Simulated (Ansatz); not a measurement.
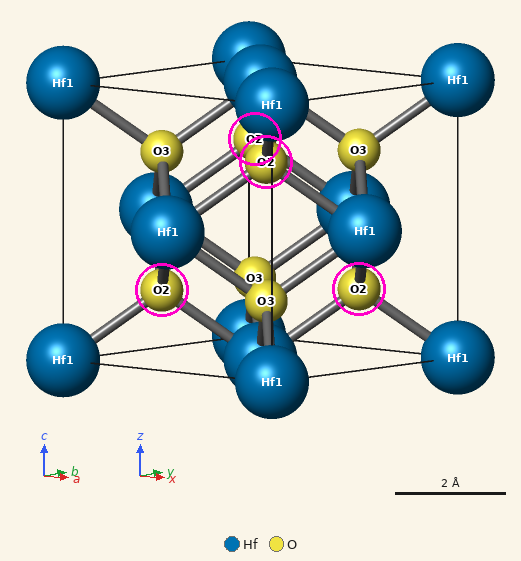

A scan of a crystal of HfO₂ (Fm-3m): O2 (one in each cell of 3 atoms) is moved over the plane of the Cartesian directions [1 1 0] and z, all else fixed. The picture shows the reference cell. The ringed atoms are those of the scanned coordinate. Style: ball-and-stick. Shown: the conventional cell (4 times the calculation's cell), nearly along the normal of the scanned plane. Lengths and directions refer to the drawn axes.

All numbers below come from Ansatz, DFT PBE, scalar-relativistic, plane waves, PAW. (plane-wave cutoff 420 eV; k-point mesh 8 × 8 × 8; occupations gaussian; smearing width 0.05 eV; no spin polarisation). Energies (free energies at the smearing named) are counted from the relaxed crystal.

Input file:
```yaml
crystal:
  lattice:
    - [0.0, 2.5488057612, 2.5488057612]
    - [2.5488057612, 0.0, 2.5488057612]
    - [2.5488057612, 2.5488057612, 0.0]
  atoms:
    - { symbol: Hf, position: [0.0, 0.0, 0.0] }
    - { symbol: O, position: [0.25, 0.25, 0.25] }
    - { symbol: O, position: [0.75, 0.75, 0.75] }
basis:
  ecutwfc: 420
kpoints:
  mp_grid: { grid: [8, 8, 8] }
hamiltonian:
  xc: pbe
scf:
  occupations: { method: gaussian, width: 0.05 }
output:
  forces: true
  stress: true
  eigenvalues: true
```

Run as
```bash
ansatz run input.yaml --threads 2 --pin off --max-ram 5120MiB --backend cpu --events-out ev --progress --plain --runs-dir out
```

**Give the energy at each point on a grid with rows −0.30, −0.15, 0.00, 0.15, 0.30 and columns −0.30, −0.15, 0.00, 0.15, 0.30 (displacement along [1 1 0] (Å); displacement along z (Å)).**

Rows: displacement along [1 1 0] (Å); columns: displacement along z (Å); values in meV/cell.

```
       −0.30  −0.15  0.00  0.15  0.30
−0.30   1476    832   501   455   689
−0.15    724    290   120   199   537
 0.00    491    119     0   119   491
 0.15    724    290   120   199   537
 0.30   1476    832   501   455   689
```

In pairs of (displacement along [1 1 0] (Å); displacement along z (Å)): the lowest computed point lies at (0.00, 0.00) (0 meV/cell), the highest at (−0.30, −0.30), (0.30, −0.30) (1476 meV/cell).  Over the ranges scanned the energy rises by about as much along both axes.

As a map, interpolated between the computed points (dots):

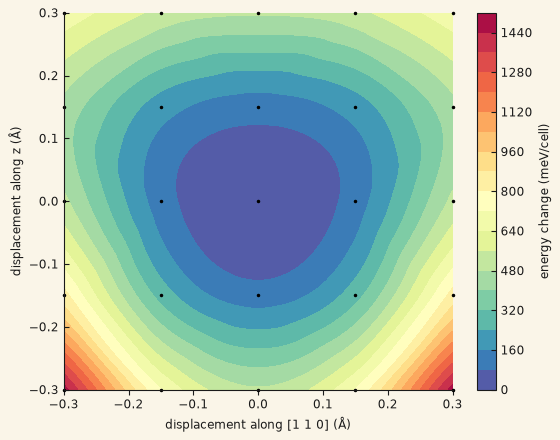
